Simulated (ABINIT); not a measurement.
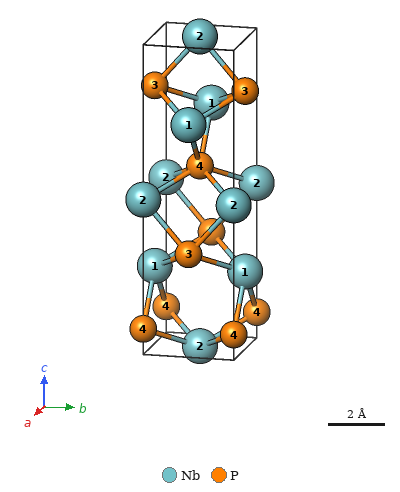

The structure as given in the input (ball-and-stick view of the cell 2 times as large as that of the calculation, set on its symmetry axes, seen slightly off an axis; atoms are numbered from 1 in the order of the input). An atom can appear more than once, as a periodic image. Near neighbours in the periodic cell (some may lie outside the picture): Nb has 6 P at 2.55 Å; P has 6 Nb at 2.55 Å.

## NbP: geometry relaxation (part 1 of 2)

System: NbP (I4₁md, 4 atoms in the cell).
Method: Kohn-Sham DFT of a periodic cell, PBE, JTH PAW PBE v2.0 (ABINIT 10.8.3).

The structure derives from a Materials Project entry. The run did not end well.

### The program's output
```
.Version 10.8.3 of ABINIT
 Symmetries : space group I4_1 m d (#109); Bravais tI (body-center tetrag.)
================================================================================
 Values of the parameters that define the memory need of the present run
     intxc =       0    ionmov =      22      iscf =      17    lmnmax =      18
     lnmax =       6     mgfft =      54  mpssoang =       3    mqgrid =    3001
     natom =       4  nloc_mem =       2    nspden =       1   nspinor =       1
    nsppol =       1      nsym =       8    n1xccc =       1    ntypat =       2
    occopt =       3   xclevel =       2
       mpw =        2353          nfft =      157464          nkpt =          30
 PAW method is used; the additional fine FFT grid is defined by:
   mgfftf=        75    nfftf =    421875
================================================================================
================================================================================

--------------------------------------------------------------------------------
------------- Echo of variables that govern the present computation ------------
--------------------------------------------------------------------------------
 -outvars: echo values of preprocessed input variables --------
            acell      1.1734511143E+01  1.1734511143E+01  1.1734511143E+01 Bohr
              amu      9.29063800E+01  3.09737620E+01
          chkprim           0
      chksymtnons           0
          dilatmx      1.08000000E+00
             ecut      2.00000000E+01 Hartree
           ecutsm      5.00000000E-01 Hartree
           enunit           2
           ionmov          22
              ixc          11
         kptrlatt        6    0    0      0    6    0      0    0    6
          kptrlen      3.79817548E+01
            natom           4
            nband          22
            ngfft          54      54      54
          ngfftdg          75      75      75
             nkpt          30
            nstep         100
             nsym           8
            ntime          60
           ntypat           2
           occopt           3
          optcell           2
        pawecutdg      4.00000000E+01 Hartree
         pawxcdev           0
           prtden           0
        prtebands           0
           prteig           0
            prtwf           0
            rprim     -2.6972970530E-01  2.6972970530E-01  9.2438724140E-01
                       2.6972970530E-01 -2.6972970530E-01  9.2438724140E-01
                       2.6972970530E-01  2.6972970530E-01 -9.2438724140E-01
          spgroup         109
        strtarget     -1.69946500E-04 -1.69946500E-04 -1.69946500E-04
                       0.00000000E+00  0.00000000E+00  0.00000000E+00
           tolsym      1.00000000E-06
           tolvrs      1.00000000E-09
           tsmear      1.83746611E-03 Hartree
            typat      1  1  2  2
           useylm           1
           xangst      1.6749232543E+00 -4.9048053159E-17  2.8686856460E+00
                       9.5787273572E-18 -3.8008329210E-18  5.7387397339E+00
                      -1.1750094465E-16  1.6749232543E+00  3.8200163900E+00
                       1.3155938902E-17 -1.2199495126E-17  9.4996230219E-01
            xcart      3.1651462326E+00 -9.2687387480E-17  5.4210302123E+00
                       1.8101171340E-17 -7.1825332711E-18  1.0844646405E+01
                      -2.2204460493E-16  3.1651462326E+00  7.2187847736E+00
                       2.4861121455E-17 -2.3053704663E-17  1.7951685811E+00
             xred      2.4988080000E-01  7.4988080000E-01  5.0000000000E-01
                       4.9988080000E-01  4.9988080000E-01  1.7248236363E-18
                       8.3274777000E-01  3.3274777000E-01  5.0000000000E-01
                       8.2747770000E-02  8.2747770000E-02  2.8551868676E-19
            znucl       41.00000   15.00000

================================================================================

 chkinp: Checking input parameters for consistency.

================================================================================
== DATASET  1 ==================================================================

--- !DatasetInfo
iteration_state: {dtset: 1, }
dimensions: {natom: 4, nkpt: 30, mband: 22, nsppol: 1, nspinor: 1, nspden: 1, mpw: 2353, }
cutoff_energies: {ecut:  20.0, pawecutdg:  40.0, }
electrons: {nelect:   3.60000000E+01, charge:   0.00000000E+00, occopt:   3.00000000E+00, tsmear:   1.83746611E-03, }
meta: {optdriver: 0, ionmov: 22, optcell: 2, iscf: 17, paral_kgb: 0, }
...

 Exchange-correlation functional for the present dataset will be:
  GGA: Perdew-Burke-Ernzerhof functional - ixc=11
  J.P.Perdew, K.Burke, M.Ernzerhof, PRL 77, 3865 (1996)

 Real(R)+Recip(G) space primitive vectors, cartesian coordinates (Bohr,Bohr^-1):
 R(1)= -3.1651462  3.1651462 10.8472324  G(1)=  0.0000000  0.1579706  0.0460947
 R(2)=  3.1651462 -3.1651462 10.8472324  G(2)=  0.1579706  0.0000000  0.0460947
 R(3)=  3.1651462  3.1651462-10.8472324  G(3)=  0.1579706  0.1579706  0.0000000
 Unit cell volume ucvol=  4.3467683E+02 bohr^3
 Angles (23,13,12)=  1.48703633E+02  1.48703633E+02  4.48477262E+01 degrees

 Coarse grid specifications (used for wave-functions):

 getcut: wavevector=  0.0000  0.0000  0.0000  ngfft=  54  54  54
         ecut(hartree)=     23.328   => boxcut(ratio)=   2.11659

 Fine grid specifications (used for densities):

 getcut: wavevector=  0.0000  0.0000  0.0000  ngfft=  75  75  75
         ecut(hartree)=     46.656   => boxcut(ratio)=   2.05180

--- Pseudopotential description ------------------------------------------------
- pspini: atom type   1  psp file is ./Nb.GGA_PBE-JTH.xml
 Pseudopotential format is: paw10
 basis_size (lnmax)=  6 (lmn_size= 18), orbitals=   0   0   1   1   2   2
 Spheres core radius: rc_sph= 2.22094190
 Shapefunction is BESSEL type: shapef(r,l)=aa(1,l)*jl(q(1,l)*r)+aa(2,l)*jl(q(2,l)*r)
 Radius for shape functions =  1.90969629
 Compensation charge density is not taken into account in XC energy/potential

- pspini: atom type   2  psp file is ./P.GGA_PBE-JTH.xml
 Pseudopotential format is: paw10
 basis_size (lnmax)=  4 (lmn_size=  8), orbitals=   0   0   1   1
 Spheres core radius: rc_sph= 1.60765221
 Shapefunction is SIN type: shapef(r)=[sin(pi*r/rshp)/(pi*r/rshp)]**2
 Radius for shape functions =  1.60765221
 Compensation charge density is not taken into account in XC energy/potential

   1.15947456E+03                                ecore*ucvol(ha*bohr**3)
--------------------------------------------------------------------------------

================================================================================

=== [ionmov=22] Limited-memory Broyden-Fletcher-Goldfarb-Shanno method
================================================================================

--- Iteration: ( 1/60) Internal Cycle: (1/1)
--------------------------------------------------------------------------------

---SELF-CONSISTENT-FIELD CONVERGENCE--------------------------------------------

--- !BeginCycle
iteration_state: {dtset: 1, itime: 1, icycle: 1, }
solver: {iscf: 17, nstep: 100, nline: 4, wfoptalg: 10, }
tolerances: {tolvrs: 1.00E-09, }
...

     iter   Etot(hartree)      deltaE(h)  residm     nres2
 ETOT  1  -128.31502789794    -1.283E+02 3.373E-01 8.179E+01
 ETOT  2  -128.54545902570    -2.304E-01 2.310E-02 1.211E+01
 ETOT  3  -128.54462674071     8.323E-04 7.403E-03 1.790E+00
 ETOT  4  -128.54482325261    -1.965E-04 3.388E-03 1.560E-02
 ETOT  5  -128.54481920930     4.043E-06 1.837E-03 4.436E-03
 ETOT  6  -128.54481961063    -4.013E-07 2.877E-03 2.008E-04
 ETOT  7  -128.54481948594     1.247E-07 1.209E-03 3.664E-06
 ETOT  8  -128.54481949183    -5.889E-09 8.660E-04 1.024E-06
 ETOT  9  -128.54481949121     6.263E-10 2.544E-04 1.952E-08
 ETOT 10  -128.54481949120     1.106E-11 3.056E-04 7.184E-10

 At SCF step   10       nres2   =  7.18E-10 < tolvrs=  1.00E-09 =>converged.

 Cartesian components of stress tensor (hartree/bohr^3)
  sigma(1 1)=  3.21471994E-05  sigma(3 2)=  0.00000000E+00
  sigma(2 2)=  3.21471994E-05  sigma(3 1)=  0.00000000E+00
  sigma(3 3)=  3.02294521E-05  sigma(2 1)=  0.00000000E+00

--- !ResultsGS
iteration_state: {dtset: 1, itime: 1, icycle: 1, }
comment   : Summary of ground state results
lattice_vectors:
- [ -3.1651462,   3.1651462,  10.8472324, ]
- [  3.1651462,  -3.1651462,  10.8472324, ]
- [  3.1651462,   3.1651462, -10.8472324, ]
lattice_lengths: [  11.73451,   11.73451,   11.73451, ]
lattice_angles: [148.704, 148.704,  44.848, ] # degrees, (23, 13, 12)
lattice_volume:   4.3467683E+02
convergence: {deltae:  1.106E-11, res2:  7.184E-10, residm:  3.056E-04, diffor: null, }
etotal    :  -1.28544819E+02
entropy   :   0.00000000E+00
fermie    :   4.64071660E-01
cartesian_stress_tensor: # hartree/bohr^3
- [  3.21471994E-05,   0.00000000E+00,   0.00000000E+00, ]
- [  0.00000000E+00,   3.21471994E-05,   0.00000000E+00, ]
- [  0.00000000E+00,   0.00000000E+00,   3.02294521E-05, ]
pressure_GPa:  -9.2700E-01
xred      :
- [  2.4988E-01,   7.4988E-01,   5.0000E-01, Nb]
- [  4.9988E-01,   4.9988E-01,   1.7248E-18, Nb]
- [  8.3275E-01,   3.3275E-01,   5.0000E-01,  P]
- [  8.2748E-02,   8.2748E-02,   2.8552E-19,  P]
cartesian_forces: # hartree/bohr
- [  5.37327235E-20,   6.72852507E-20,   2.84924185E-04, ]
- [  3.94340118E-20,  -1.22356966E-21,   2.84924185E-04, ]
- [ -8.08377778E-20,  -1.30751420E-20,  -2.84924185E-04, ]
- [ -1.23289575E-20,  -5.29865390E-20,  -2.84924185E-04, ]
force_length_stats: {min:   2.84924185E-04, max:   2.84924185E-04, mean:   2.84924185E-04, }
...

 Integrated electronic density in atomic spheres:
 ------------------------------------------------
 Atom  Sphere_radius  Integrated_density
    1        2.22094         10.13604197
    2        2.22094         10.13734280
    3        1.60765          1.60093547
    4        1.60765          1.60271289

---OUTPUT-----------------------------------------------------------------------

 Cartesian coordinates (xcart) [bohr]
  3.16514623256827E+00 -9.26873874797762E-17  5.42103021234522E+00
  1.81011713399017E-17 -7.18253327110891E-18  1.08446464048910E+01
 -2.22044604925031E-16  3.16514623256827E+00  7.21878477362205E+00
  2.48611214546369E-17 -2.30537046632144E-17  1.79516858107623E+00
 Reduced coordinates (xred)
  2.49880800000000E-01  7.49880800000000E-01  5.00000000000000E-01
  4.99880800000000E-01  4.99880800000000E-01  1.72482363633689E-18
  8.32747770000000E-01  3.32747770000000E-01  5.00000000000000E-01
  8.27477700000000E-02  8.27477700000000E-02  2.85518686755260E-19
 Cartesian forces (fcart) [Ha/bohr]; max,rms= 2.84924E-04 1.64501E-04 (free atoms)
  5.37327234959668E-20  6.72852506520356E-20  2.84924184684061E-04
  3.94340118117561E-20 -1.22356965645031E-21  2.84924184684061E-04
 -8.08377778081044E-20 -1.30751420277604E-20 -2.84924184684061E-04
 -1.23289574996185E-20 -5.29865389678249E-20 -2.84924184684061E-04
 Gradient of E wrt nuclear positions in reduced coordinates (gred)
 -3.09063884340078E-03 -3.09063884340078E-03  3.09063884340078E-03
 -3.09063884340078E-03 -3.09063884340078E-03  3.09063884340078E-03
  3.09063884340078E-03  3.09063884340078E-03 -3.09063884340078E-03
  3.09063884340078E-03  3.09063884340078E-03 -3.09063884340078E-03
 Scale of Primitive Cell (acell) [bohr]
  1.17345111434720E+01  1.17345111434720E+01  1.17345111434720E+01
 Real space primitive translations (rprimd) [bohr]
 -3.16514623256827E+00  3.16514623256827E+00  1.08472323850916E+01
  3.16514623256827E+00 -3.16514623256827E+00  1.08472323850916E+01
  3.16514623256827E+00  3.16514623256827E+00 -1.08472323850916E+01
 Unitary Cell Volume (ucvol) [Bohr^3]=  4.34676833699051E+02
 Angles (23,13,12)= [degrees]
  1.48703633238098E+02  1.48703633238098E+02  4.48477262337666E+01
 Lengths [Bohr]
  1.17345111429179E+01  1.17345111429179E+01  1.17345111429179E+01
 Stress tensor in cartesian coordinates (strten) [Ha/bohr^3]
  3.21471994121228E-05  0.00000000000000E+00  0.00000000000000E+00
  0.00000000000000E+00  3.21471994121324E-05  0.00000000000000E+00
  0.00000000000000E+00  0.00000000000000E+00  3.02294520848779E-05
 Total energy (etotal) [Ha]= -1.28544819491195E+02

--- Iteration: ( 2/60) Internal Cycle: (1/1)
--------------------------------------------------------------------------------

---SELF-CONSISTENT-FIELD CONVERGENCE--------------------------------------------

--- !BeginCycle
iteration_state: {dtset: 1, itime: 2, icycle: 1, }
solver: {iscf: 17, nstep: 100, nline: 4, wfoptalg: 10, }
tolerances: {tolvrs: 1.00E-09, }
...
```
